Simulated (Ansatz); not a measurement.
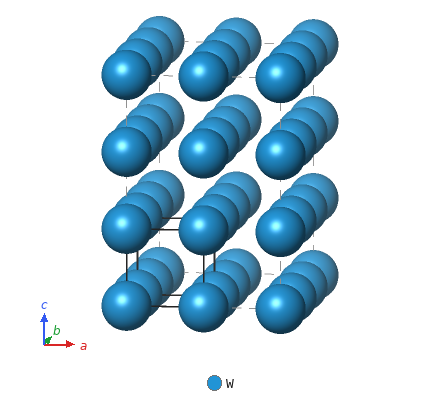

The structure; the drawing may span several cells.

Given this structure, coordinates from a relaxation with DFT, LDA (PW92), plane waves (420 eV) with PAW, scalar-relativistic (Ansatz); the starting structure was generated, so it need not be a known form of this composition, written in its standard cell:

```cif
data_structure
_symmetry_space_group_name_H-M 'Pm-3m'
_symmetry_Int_Tables_number 221
_cell_length_a 2.5927
_cell_length_b 2.5927
_cell_length_c 2.5927
_cell_angle_alpha 90.000
_cell_angle_beta 90.000
_cell_angle_gamma 90.000
_cell_volume 17.43
loop_
_atom_site_label
_atom_site_type_symbol
_atom_site_symmetry_multiplicity
_atom_site_Wyckoff_symbol
_atom_site_fract_x
_atom_site_fract_y
_atom_site_fract_z
_atom_site_occupancy
W1 W 1 a 0.00000 0.00000 0.00000 1
```

What does the kinematic electron diffraction pattern along [111] look like at 80 kV (B = 0.5 Å²)?

Answer. The spots form a hexagonal net with both shortest vectors at d = 1.83 Å, 60.0° apart. They are -1 1 0 and -1 0 1. The pattern has symmetry 6mm. No reflection of this zone is absent.

Strongest reflections with d > 0.80 Å, one of each family (|F|² from tabulated Gaussian fits of the electron scattering factors, times a small damping for the curvature of the Ewald sphere):

```json
{"hkl": "1 0 -1", "d (Å)": "1.833", "I (strongest = 100)": "100"}
{"hkl": "2 -1 -1", "d (Å)": "1.058", "I (strongest = 100)": "28"}
{"hkl": "2 0 -2", "d (Å)": "0.917", "I (strongest = 100)": "18"}
```

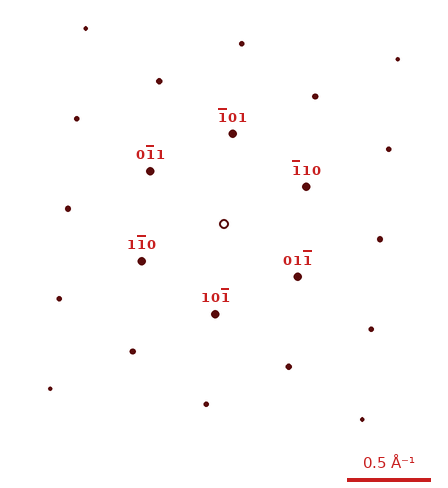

Calculated pattern, seen from the source side with [111] pointing towards the source.
